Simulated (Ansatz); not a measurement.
Given this structure:

```
Ge
1.0
     2.97611    0.00000    0.00000
    -1.48805    2.59469    0.00000
     0.00000    0.00000    4.72760
Ge
2
Direct
  0.31631 0.65009 0.75000
  0.66621 0.31631 0.25000
```

Q: Work out the structure from the coordinates.

A: The element is germanium. Strictly the space group is P2_1/m (No. 11, within 0.01 Å). It is a distorted form of a primitive hexagonal structure, space group P6_3/mmc (No. 194) within 0.25 Å: hexagonal close-packed (Mg type). The cell holds two atoms.

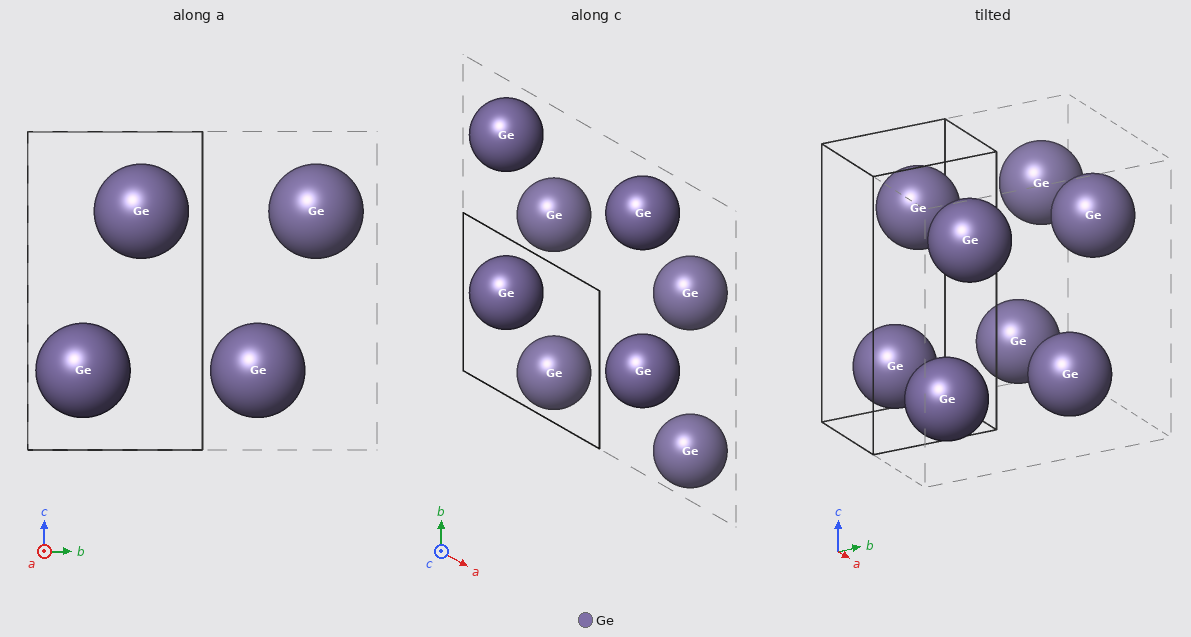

Spheres-only drawing of the structure, looking along the a axis, along the c axis and slightly off an axis. The drawing covers 2×2×1 cells, and the solid lines enclose one unit cell.

The structure was taken from a structure listed in the Materials Project. Earlier steps of the study may have refined or changed the cell and positions. It was set up as input for a calculation with Ansatz.
